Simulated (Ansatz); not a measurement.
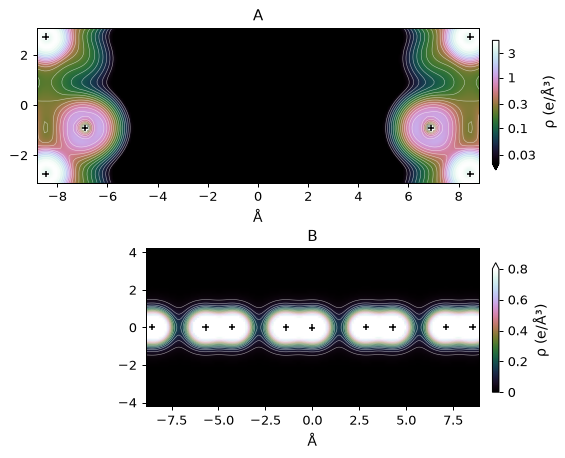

The valence electron density of 2 systems, each on a plane through atoms (crosses mark nuclei in the plane).

Computed with DFT PBE+D3(BJ), scalar-relativistic, plane waves, PAW in Ansatz 0.2.0.

System 1: WS$_{2}$, the (110) plane of the conventional cell. Space group P-6m2; a structure from a database of computed crystals, not necessarily the ambient phase.

```xyz
3
Lattice="3.1597 0.0000 0.0000 -1.5799 2.7364 0.0000 0.0000 0.0000 16.9395" Properties=species:S:1:pos:R:3 pbc="T T T"
W     0.0000    1.8243    0.0000
S     1.5799    0.9121   15.3634
S     1.5799    0.9121    1.5760
```

System 2: C (slab), the (110) plane of the calculation cell, a cut from vacuum to vacuum. 

```
CELL_PARAMETERS angstrom
9.86020 0.00000 0.00000
-4.93010 8.53918 0.00000
0.00000 0.00000 20.03801
ATOMIC_POSITIONS crystal
C 0.41667 0.33333 0.39924
C 0.41639 0.58321 0.39894
C 0.41660 0.83333 0.39842
C 0.41666 0.08335 0.39906
C 0.66665 0.33335 0.39907
C 0.66679 0.58314 0.39885
C 0.66680 0.83357 0.39892
C 0.66666 0.08341 0.39895
C 0.91664 0.33333 0.39904
C 0.91667 0.58332 0.39884
C 0.91667 0.83336 0.39837
C 0.91672 0.08338 0.39848
C 0.16662 0.33332 0.39904
C 0.16663 0.58334 0.39862
C 0.16664 0.83333 0.39871
C 0.16665 0.08336 0.39894
C 0.33333 0.16670 0.39920
C 0.33326 0.41660 0.39919
C 0.33323 0.66666 0.39836
C 0.33330 0.91667 0.39872
C 0.58332 0.16671 0.39909
C 0.58333 0.41662 0.39900
C 0.58329 0.66655 0.39928
C 0.58322 0.91679 0.39876
C 0.83334 0.16667 0.39887
C 0.83331 0.41667 0.39905
C 0.83334 0.66663 0.39861
C 0.83357 0.91684 0.39827
C 0.08333 0.16668 0.39882
C 0.08332 0.41668 0.39894
C 0.08331 0.66666 0.39870
C 0.08333 0.91668 0.39869
```

> Match each panel to its system.

Panel A is system 1, WS$_{2}$: the plane holds W and S. W–S (2.41 Å): ρ is about 0.63 e/Å³ halfway. Panel B is system 2, C: the plane holds C. C–C (1.42 Å): the density is about 2 e/Å³ at the midpoint.
